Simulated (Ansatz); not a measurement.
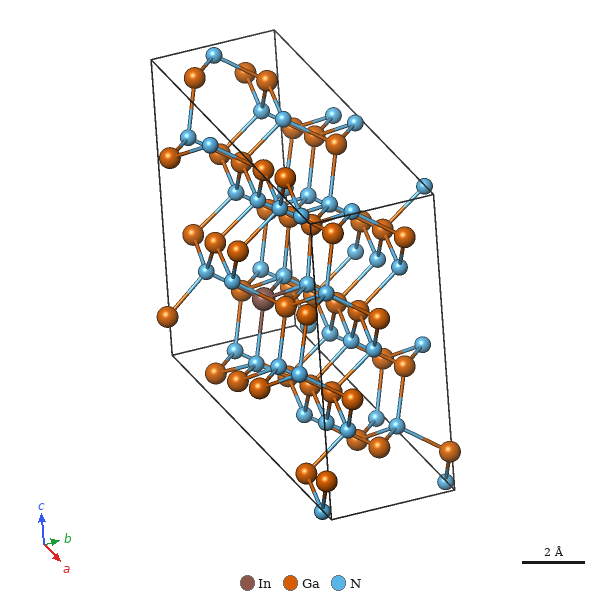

A ball-and-stick picture of a crystal structure, seen slightly off an axis. The edges of the supercell are marked. The host is GaN, in a cell of 64 sites, and the cell is neutral.

Question: What defect is present?

Answer: Indium on a gallium site (a substitutional impurity). It is bonded to four N in a tetrahedral arrangement at about 2.1 Å.

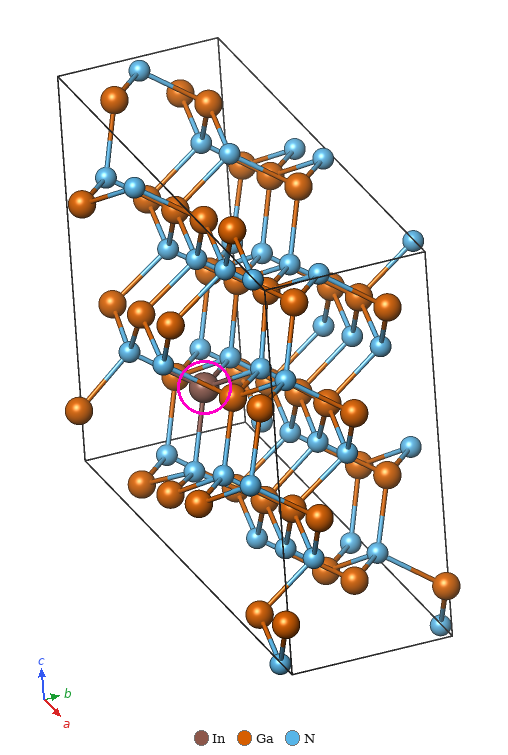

The same cell with a ring at the defect's site.

The atoms were relaxed in the host's cell with Ansatz 0.2.0, DFT PBE, scalar-relativistic, plane waves, PAW.
